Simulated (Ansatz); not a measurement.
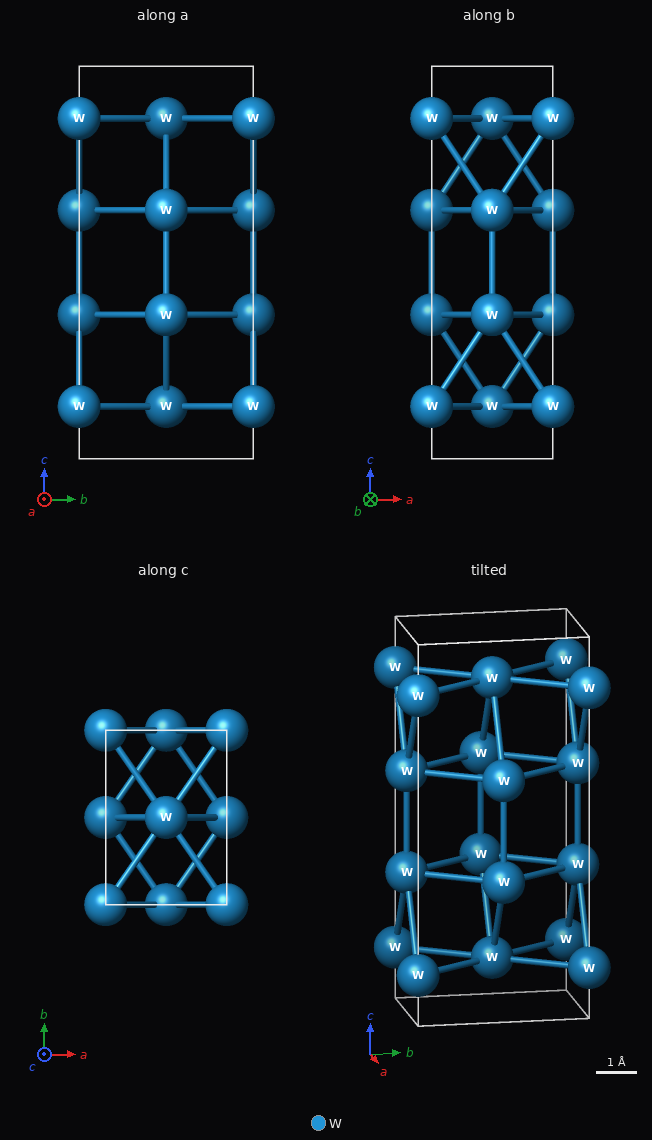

An orthographic ball-and-stick view of the structure, along the a axis, along the b axis, along the c axis and slightly off an axis. The parallelepiped is the conventional unit cell.

Lattice parameters: a = 3.079 Å, b = 4.428 Å, c = 9.974 Å, α = 90.00°, β = 90.00°, γ = 90.00°. Put a along x and b in the xy plane.

Q: Set out the cell and atoms as a POSCAR file, with free fractional coordinates to two decimals.

A:
```
W
1.0
     3.079    0.000    0.000
     0.000    4.428    0.000
     0.000    0.000    9.974
W
8
Direct
  0.50 0.00 0.37
  0.00 0.00 0.13
  0.50 0.50 0.87
  0.00 0.50 0.63
  0.00 0.00 0.87
  0.50 0.00 0.63
  0.00 0.50 0.37
  0.50 0.50 0.13
```

Provenance: a structure type filled with this element by a generator (whether the element takes this form wasn't checked). The picture shows the end point of a geometry optimisation with DFT PBE, scalar-relativistic, plane waves, PAW (Ansatz 0.2.0).
